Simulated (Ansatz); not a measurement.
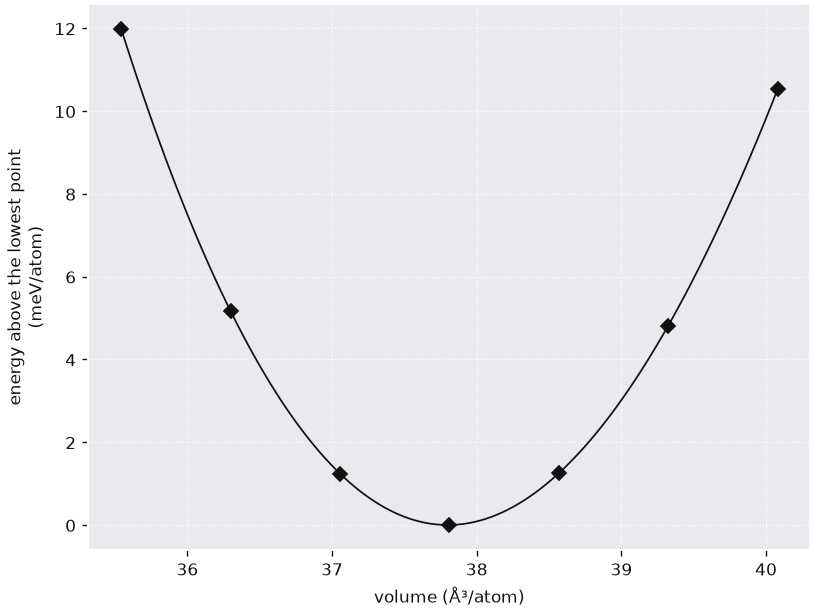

The plot gives the computed energy above the lowest point against volume.

Method: equation of state of a cubic crystal from periodic Kohn-Sham density functional theory without spin, third-order Birch-Murnaghan fit to the free energies; pressure corrected for the finite basis (Ansatz 0.2.0 development build). Level: PBE.

For which of these solids was it computed?
A. Co, Pm-3m (No. 221)
B. La, Im-3m (No. 229)
C. Ca, Pm-3m (No. 221)

B, La: energy above the lowest point from 0.0 meV/atom to 12.0 meV/atom, V0 37.8 Å³/atom, B0 26.4 GPa. The others give: Co, energy above the lowest point from 0.0 meV/atom to 27.0 meV/atom, V0 11.89 Å³/atom, B0 184 GPa; Ca, energy above the lowest point from 0.000 meV/atom to 5.357 meV/atom, V0 43.57 Å³/atom, B0 10.8 GPa.

For Ca, limits of the calculation: cubic model structure, not the ambient form.

For Co, limits of the calculation: cubic model structure, not the ambient form; no spin polarisation, a magnetic state may lie lower.

For La, limits of the calculation: cubic model structure, not the ambient form; modest k-mesh, values are not fully converged in k.
